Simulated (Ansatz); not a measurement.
System BeS (space group P6_3/mmc, No. 194); source of the atomic positions: the input geometry of an electronic-structure calculation (not necessarily at equilibrium); the starting structure was generated, so it need not be a known form of this composition.

```
Be S
1.0
     3.46216    0.00000    0.00000
    -1.73108    2.99832    0.00000
     0.00000    0.00000    6.99243
Be S
2 2
Direct
  0.33333 0.66667 0.25000
  0.66667 0.33333 0.75000
  0.66667 0.33333 0.25000
  0.33333 0.66667 0.75000
```

Describe the stacking along c, with columns A (0, 0), B (1/3, 2/3), C (2/3, 1/3) of the hexagonal mesh.

Be(B)+S(C) – S(B)+Be(C) (two layers in 6.99 Å).

S layers alone: CB, the hexagonal close-packed type.

Be: two in-plane triangular sites in each hexagonal cell. Two of the two gaps between S layers are empty, 3.50 Å wide.

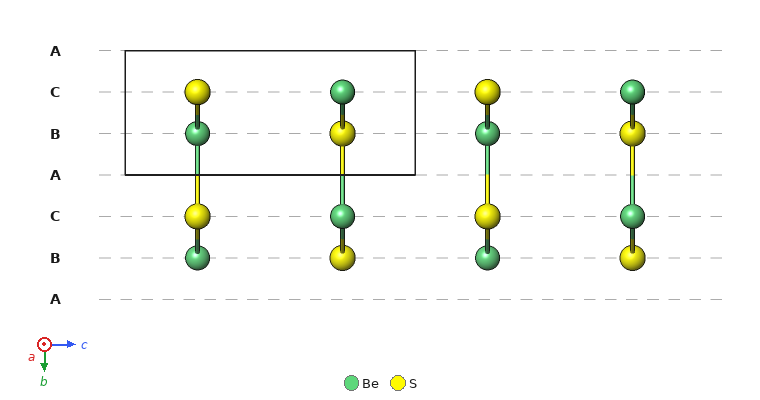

The picture looks along a close-packed row of the hexagonal mesh; c points to the right. The dashed lines mark the three columns A (0, 0), B (1/3, 2/3) and C (2/3, 1/3). The sequence starts with the first layer at or above the cell's origin.
